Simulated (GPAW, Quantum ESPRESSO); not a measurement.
The Cl K edge of atom 1 in NaCl (Fm-3m), with 6 Na at 2.81 Å (octahedral, site symmetry m-3m), was computed in 2 ways: full core hole (charged cell) and no core hole. Program and functional: Quantum ESPRESSO XSpectra, PBE, Lorentzian half width 0.32 eV up to 4 eV, rising linearly to 2.5 eV at 25 eV; cells of 2 and 12 atoms (the run without a hole in the smaller).

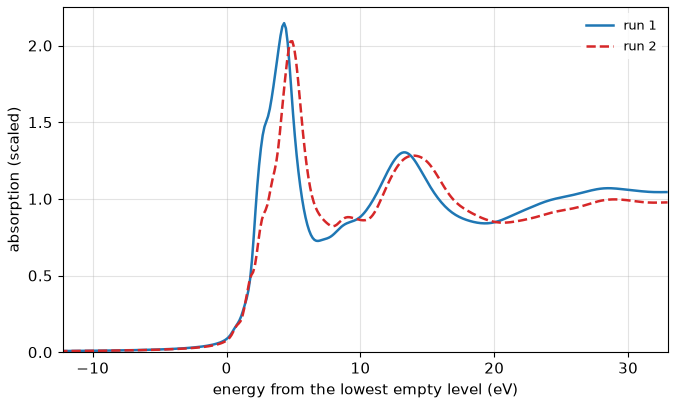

Each run is counted from its own lowest empty level or Fermi level and scaled to a mean of 1 over its first 20 eV. (XSpectra's own axis starts at xe0, in the gap; it has been shifted.)

The database entry behind the starting cell differs from later determinations by our own check (an axis about 0.4 % short against later determinations), so it need not match the best structure at ambient conditions.

Q: Which run is which?

Run 1: full core hole (charged cell) (area from −2 to 6 eV 6.7, main maxima 4.3 eV (2.15) and 13.2 eV (1.30)). Run 2: no core hole (area from −2 to 6 eV 6.0, main maxima 4.9 eV (2.03) and 14.0 eV (1.28)). With each curve scaled to its own mean, the area from −2 to 6 eV with the hole is 6.7 against 6.0, and the centre of weight from −1 to 20 eV moves by -0.4 eV (first and strongest maxima below 20 eV: 4.9 eV (2.03) and 14.0 eV (1.28) without the hole, 4.3 eV (2.15) and 13.2 eV (1.30) with it); the shape changes all the same, by 21 % r.m.s.

[Hosts, paths, dates, database ids (printed as entryN), source tags and the programs' standing remarks are cut or masked in the printed files.]

[Lists of maxima count a maximum above −3 eV only where it reaches 4 % of the highest in the window and stands out from its surroundings by 2 % of it (1.5 % where it reaches 55 %); shoulders and weaker maxima are passed over, and of the rest the first, up to two pre-edge ones and the few strongest are named.]
